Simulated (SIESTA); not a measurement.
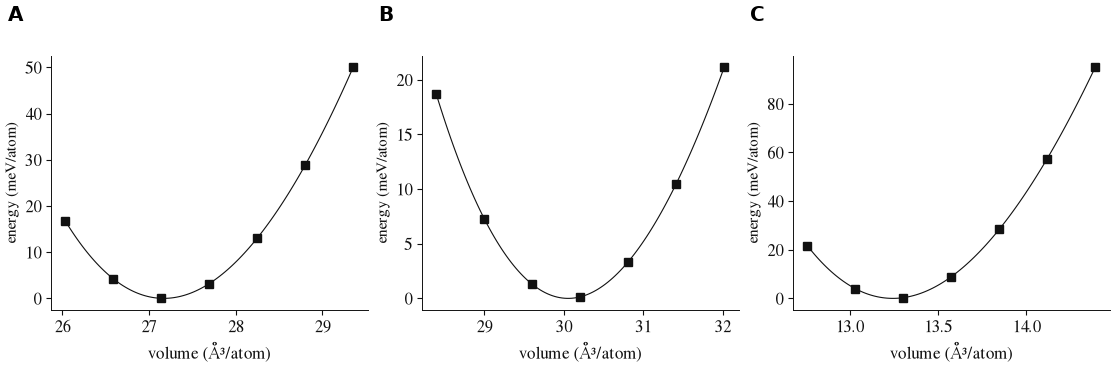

Each panel shows the energy against volume for one of these solids: MoS₂, P-6m2 (No. 187); Ru, P6_3/mmc (No. 194); Sb, R-3m (No. 166).

Method: DFT in numerical atomic orbitals with pseudopotentials, no spin polarisation; energies at scaled volumes of the given cell, shape and fractions fixed, counted from the fit's minimum, third-order Birch-Murnaghan fit (SIESTA 5.4.2). Level: LDA.

Question: Which panel belongs to which solid?

Answer: A is MoS₂ (energy from 0.02 meV/atom to 50.01 meV/atom, V0 27.17 Å³/atom, B0 105 GPa); B is Sb (energy from 0.15 meV/atom to 21.13 meV/atom, V0 30.05 Å³/atom, B0 59.1 GPa); C is Ru (energy from 0.26 meV/atom to 95.01 meV/atom, V0 13.24 Å³/atom, B0 364 GPa).

For MoS₂, limits of the calculation: mulliken charges of long orbitals; shape and atomic fractions are frozen while scaling, which makes layered, chain and framework solids too stiff.

For Ru, limits of the calculation: mulliken charges of long orbitals; shape and atomic fractions are frozen while scaling, which makes layered, chain and framework solids too stiff.

For Sb, limits of the calculation: mulliken charges of long orbitals; shape and atomic fractions are frozen while scaling, which makes layered, chain and framework solids too stiff.
